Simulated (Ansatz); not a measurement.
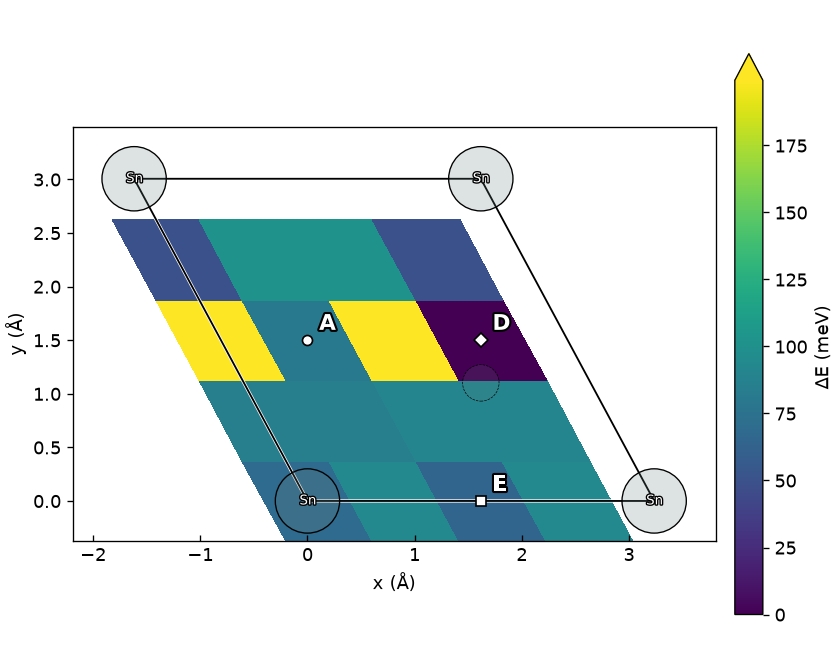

H on a Sn(101) slab cut from the I4/mmm phase (3 atoms of substrate and one adsorbate in a 1 × 1 cell). One H atom a 1 × 1 cell is placed over a mesh of places on the rigid (1 0 1) surface, and only its height is relaxed. Places are given modulo a cell vector. The map is drawn in real space over the plane of the surface. The scan uses a 4 × 4 grid. All energies are given in meV relative to the lowest grid point. At some places the adsorbate sinks to or below the level of the top layer. With one adsorbate in each 1 × 1 cell, its nearest image is 3.2 Å away, so neighbouring adsorbates interact. All numbers below come from DFT PBEsol, scalar-relativistic, plane waves, PAW in Ansatz 0.2.0.

In the figure: one coloured cell a grid point, labelled circles for the atoms of the top layer and small ones for the second layer, the outline of one cell of the plane, one colour for all values above the top of the scale, lettered points.

> Rank the lettered points by energy, lowest first.

D (0 meV), E (64 meV), A (81 meV).
